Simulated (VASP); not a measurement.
Consider Co (slab).

```xyz
3
Lattice="2.4569 0.0000 0.0000 -1.2284 2.1277 0.0000 0.0000 0.0000 20.8455" Properties=species:S:1:pos:R:3 pbc="T T T"
Co    0.0000    1.4185    6.9999
Co    1.2284    0.7092    8.9106
Co    0.0000    1.4185   10.8501
```

Spin-polarised.

All numbers below come from Kohn-Sham DFT of a periodic cell, PBEsol with D4, VASP PAW PBE potentials, recommended in VASP.

### Predict the valence pseudo-density and spin density between the atoms.

Co–Co (2.46 Å): ρ is about 0.35 e/Å³ halfway.
The spin density sits on Co: +1.7 μB (×3) in one cell of 3 atoms: parallel main moments (a ferromagnetic arrangement) in this solution. The cell of the calculation (3 atoms) carries 5.1 μB of net spin moment.

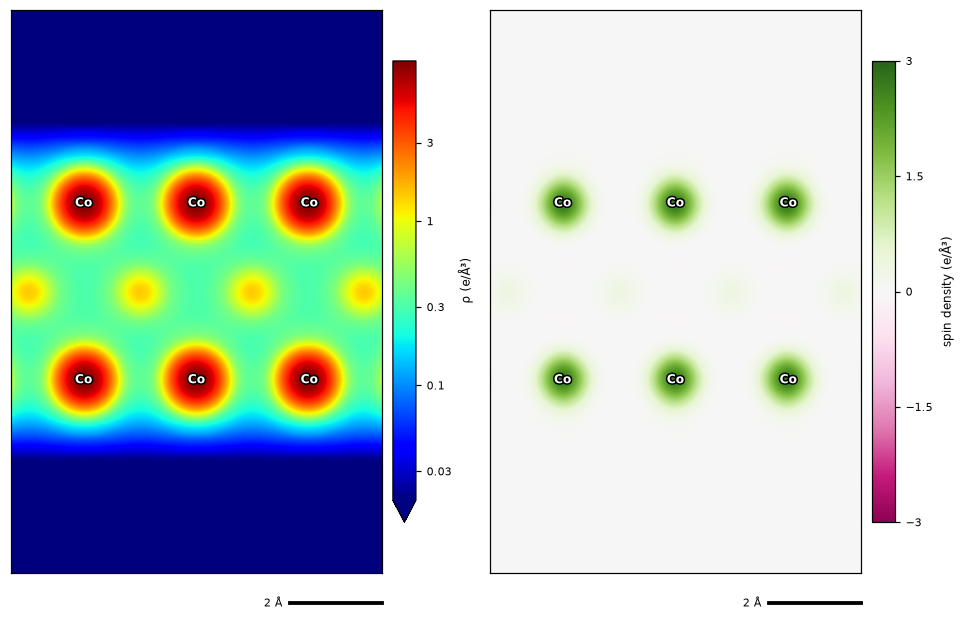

Computed valence pseudo-density and spin density on the (100) plane of the calculation cell, a cut from vacuum to vacuum, in this order. Atoms just off the plane (Co, 0.7 Å away) can leave unmarked features too.

Core electrons are frozen (PAW), and the valence fields are smoothed inside the atomic spheres.
